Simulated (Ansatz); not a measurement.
## Electronic structure of ZrC in real space

Input

```
crystal:
  lattice:
    - [0.0, 2.3207286109, 2.3207286109]
    - [2.3207286109, 0.0, 2.3207286109]
    - [2.3207286109, 2.3207286109, 0.0]
  atoms:
    - { symbol: Zr, position: [0.4967462522, 0.5032537478, 0.5032537478] }
    - { symbol: C, position: [0.0247120666, -0.0247120666, -0.0247120666] }
basis:
  ecutwfc: 520.0
kpoints:
  mp_grid: { grid: [16, 16, 16] }
hamiltonian:
  xc: lda
scf:
  occupations: { method: gaussian, width: 0.15 }
output:
  forces: true
  stress: true
  eigenvalues: true
  write_density: true
  write_potential: true
  elf: true
  volumetric_format: npy
```

Launched as:

```sh
ansatz run input.yaml --threads 1 --pin off --max-ram 2048MiB --backend cpu --events-out ev --progress --plain --runs-dir out
```

Below, planes, directions and counts refer to the conventional cell (a = 3.28 Å, b = 3.28 Å, c = 4.64 Å, α = 90.00°, β = 90.00°, γ = 90.00°).

Space group I4mm; not relaxed (largest force 1.0 eV/Å).

Method: Ansatz, DFT LDA, scalar-relativistic, plane waves, PAW.

In a PAW calculation such maps are meaningful between the atoms, not at the nuclei.

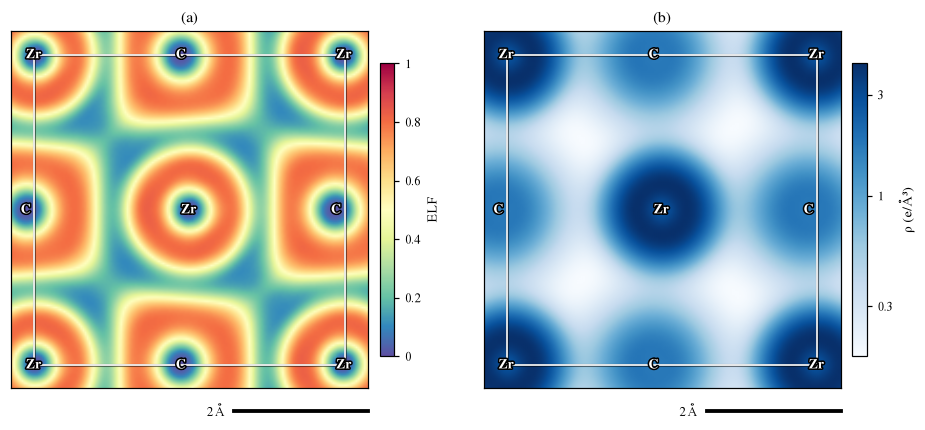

Figure 1. (a) electron localisation function; (b) valence electron density on the (110) plane of the conventional cell.

Describe what can be read from this map.

Answer. The plane passes through Zr and C nuclei. Zr–C (2.19 Å): the density is about 0.62 e/Å³ at the midpoint; the ELF peaks at about 0.75 in the valence shell of C, 0.7 Å from its nucleus, and drops to about 0.25 between the two atoms: no shared electron pair shows on this line. Zr–C (2.32 Å): the density is about 0.47 e/Å³ at the midpoint; the ELF peaks at about 0.80 in the valence shell of C, 0.7 Å from its nucleus, and drops to about 0.25 between the two atoms: no localised pair shows between them. Zr–C (2.45 Å): the density is about 0.38 e/Å³ at the midpoint; the ELF peaks at about 0.80 in the valence shell of C, 0.7 Å from its nucleus, and is about 0.20 at the midpoint; no localised pair shows between them. Between the atoms the lowest density in this plane is 0.17 e/Å³. The features right at Zr lie inside the PAW spheres, where the map follows smoothed inner orbitals and isn't to be read closely.

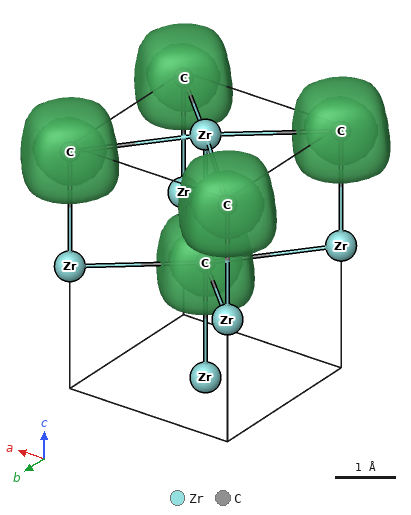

Figure 2. Isosurface of the electron localisation function at 0.75 (green), seen at an oblique angle. Only the valence region is drawn (cores and ρ < 0.01 e/Å³ removed). Sticks mark near contacts.

What do the ELF domains correspond to?

Answer. The ELF exceeds this value in two regions wrapped around C (the valence shell of each), counted in one cell of 4 atoms. Any copies at cell faces, edges or corners count once.

Metal or insulator at this level of theory?

Answer. It is metallic or semimetallic at this level of theory: no gap opens.
